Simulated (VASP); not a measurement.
System SiO₂ (space group P4_2/mnm, No. 136); source of the atomic positions: a cell listed in the Materials Project, as set up for an electronic-structure calculation.

```
CELL_PARAMETERS angstrom
4.23317 0.00000 0.00000
0.00000 4.23317 0.00000
0.00000 0.00000 2.69349
ATOMIC_POSITIONS crystal
Si 0.00000 0.00000 0.00000
Si 0.50000 0.50000 0.50000
O 0.80684 0.19316 0.50000
O 0.30684 0.30684 0.00000
O 0.19316 0.80684 0.50000
O 0.69316 0.69316 0.00000
```

Describe how the polyhedra about Si are linked (bonds: O–Si below 2.1 Å).

Si: SiO6 octahedron, sharing edges with two neighbours and corners with eight neighbours.

They form a three-dimensional framework of corner- and edge-sharing octahedra.

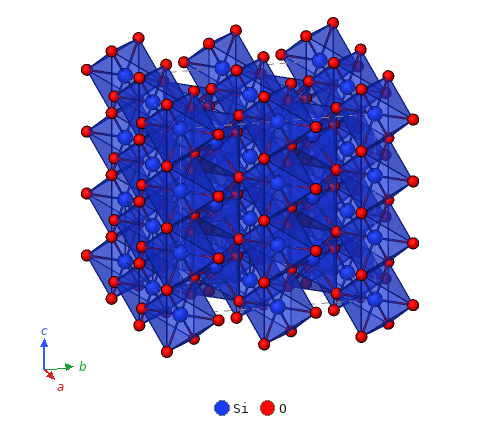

Polyhedra are drawn about Si (bonds: O–Si below 2.1 Å); other atoms are plain spheres.
